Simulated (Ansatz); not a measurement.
Si

```
Si
1.0
     2.71547   -2.71547    0.00000
     2.71547    2.71547    0.00000
     0.00000    0.00000    5.21370
Si
4
Direct
  0.50000 0.50000 0.00000
  0.00000 0.00000 0.50000
  0.50000 0.00000 0.25000
  0.00000 0.50000 0.75000
```

Space group I4₁/amd; changed on purpose from its base cell (strain +0.000 along x and y, -0.040 along z, atoms carried along); computed pressure about 5 GPa in this cell.

The calculation used Ansatz, DFT r2SCAN, scalar-relativistic, plane waves, PAW.

Question: What will maps of the valence pseudo-density and electron localisation function show?

Answer: Si–Si (2.32 Å): the density is about 0.61 e/Å³ at the midpoint; the ELF peaks at about 0.95 between the atoms, as expected for localised, covalent bonding.

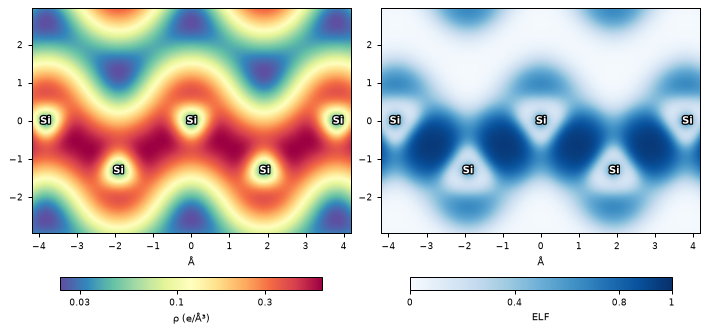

Computed valence pseudo-density and electron localisation function on the (010) plane of the conventional cell, in this order. 

The density is the valence pseudo-density of a PAW calculation; it isn't the true density close to the nuclei.
